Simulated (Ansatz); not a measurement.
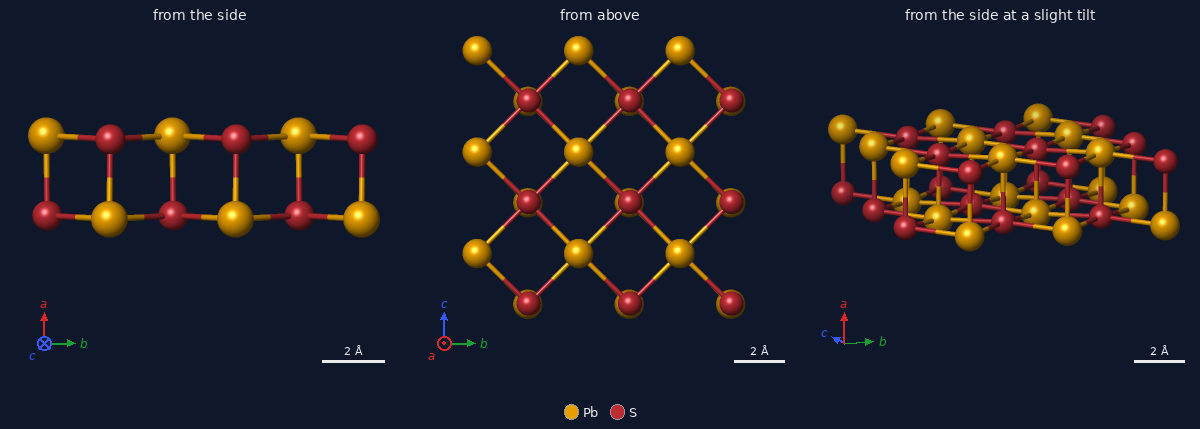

A ball-and-stick picture of a periodic sheet, seen from the side, from above and from the side at a slight tilt. The surface normal points up in side views; the vacuum is left out. 3×3 cells are drawn in the plane, with atoms at the edges repeated.

The cell holds 2 Pb, 2 S.

Q: Give the termination of both faces.

A: The top face ends in Pb and S, the bottom face in Pb and S. The two faces are alike.

Q: Give the thickness from the bottom atom to the top atom.

A: About 2.7 Å from the lowest to the highest atom.

Q: What layers make up the slab, from top to bottom?

A: Two planes: PbS / PbS.

Q: Describe the coordination and connectivity.

A: The neighbours of Pb are five S in a distorted square pyramidal arrangement at about 2.6 to 3.0 Å. About every S there are five Pb in a distorted square pyramidal arrangement at about 2.6 to 3.0 Å. The bonds build PbS layers parallel to the surface.

The structure comes from a structure listed in the Materials Project. The cell was then strained or its atoms displaced on purpose. A calculation with Ansatz used it as input.

At this level of theory the run's own cell isn't at rest (forces up to 0.6 eV/Å), so its distances can differ from those at equilibrium, the more so the softer the solid.
